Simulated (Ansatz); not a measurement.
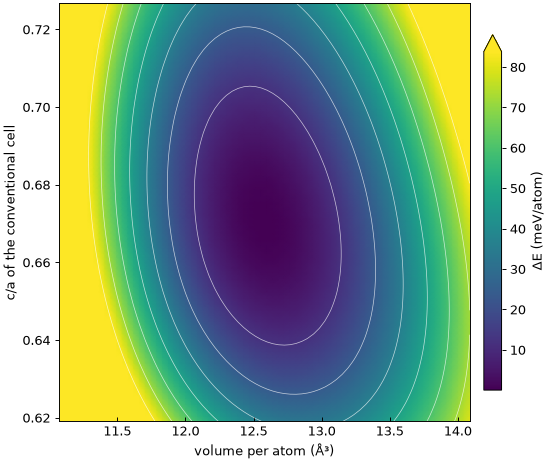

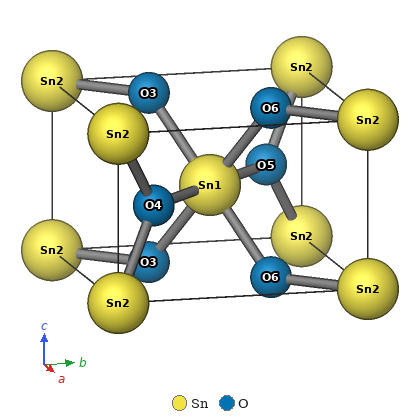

Energy landscape of SnO₂ (P4_2/mnm, No. 136; 6 atoms in the cell). The energy is mapped over volume and the cell's shape. The first coordinate is: volume per atom; the second: c/a of the conventional cell. Relaxed at each point: the atoms inside the fixed cell. The grid has 7 × 7 points. Points are written as (first, second). Energies are in meV/atom, from the lowest grid point. Theory: DFT PBE, scalar-relativistic, plane waves, PAW in Ansatz 0.2.0. Settings: cutoff 520 eV, k-mesh 6×6×10 in the order of the run's cell vectors, gaussian smearing 0.05 eV, no spin polarisation.

Drawn: a smooth colour map with a few white contour lines, one colour for all values above the top of the scale. Between grid points the surface is interpolated. The second picture is the structure at the lowest point

Question: Describe this landscape.

Answer: The lowest grid point is at (12.58 Å³, 0.671). No other kind of well shows on this grid. The highest grid point, (11.07 Å³, 0.619), lies 185 meV/atom above the lowest. Round the minimum the valley is somewhat tilted: raising volume per atom shifts the best value of c/a of the conventional cell downwards (coupling k₁₂/√(k₁₁k₂₂) about 0.2).

The values on the grid:

| c/a of the conventional cell ↓, volume per atom → | 11.07 | 11.57 | 12.07 | 12.58 | 13.08 | 13.58 | 14.09 |
| --- | --- | --- | --- | --- | --- | --- | --- |
| 0.727 | 132 | 69 | 36 | 31 | 47 | 80 | 126 |
| 0.708 | 120 | 56 | 21 | 14 | 29 | 61 | 106 |
| 0.689 | 116 | 50 | 13 | 4 | 16 | 46 | 90 |
| 0.671 | 120 | 52 | 12 | 0 | 10 | 38 | 79 |
| 0.653 | 133 | 62 | 19 | 4 | 11 | 35 | 73 |
| 0.636 | 154 | 80 | 34 | 15 | 19 | 39 | 73 |
| 0.619 | 185 | 108 | 58 | 36 | 35 | 50 | 79 |

Time for the 49 points that were run: 11 min on 2 threads of AMD EPYC 9R45 96-Core Processor (Zen 5) (shared host).

PAW datasets: the set soft_1.
